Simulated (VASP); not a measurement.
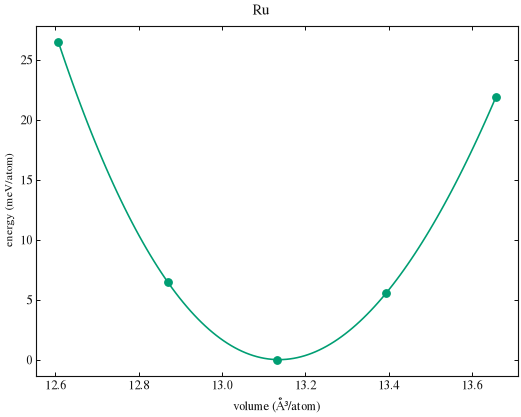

The figure shows the energy against volume for Ru, space group P6_3/mmc (No. 194).

The given structure:
```
Ru
1.0
     2.68439    0.00000    0.00000
    -1.34220    2.32475    0.00000
     0.00000    0.00000    4.20869
Ru
2
Direct
  0.66667 0.33333 0.75000
  0.33333 0.66667 0.25000
```

How it was computed, with VASP 6.6.1: plane-wave DFT, no spin polarisation; energies at scaled volumes of the given cell, shape and fractions fixed, counted from the fit's minimum, third-order Birch-Murnaghan fit. Level: LDA.

k mesh 10×10×6; occupations Fermi–Dirac; smearing width 0.05 eV; potentials VASP PAW LDA potentials, recommended; wave cutoff 520 eV.

From this curve and the settings, what does the calculation give for the pressure at the same points?

The pressure falls from 16.46 GPa at volume 12.61 Å³/atom to −13.14 GPa at 13.66 Å³/atom, and changes sign near 13.13 Å³/atom.

| volume (Å³/atom) | pressure (GPa) |
| --- | --- |
| 12.61 | 16.46 |
| 12.87 | 7.72 |
| 13.13 | −0.06 |
| 13.39 | −6.98 |
| 13.66 | −13.14 |

Keep in mind: shape and atomic fractions are frozen while scaling, which makes layered, chain and framework solids too stiff.
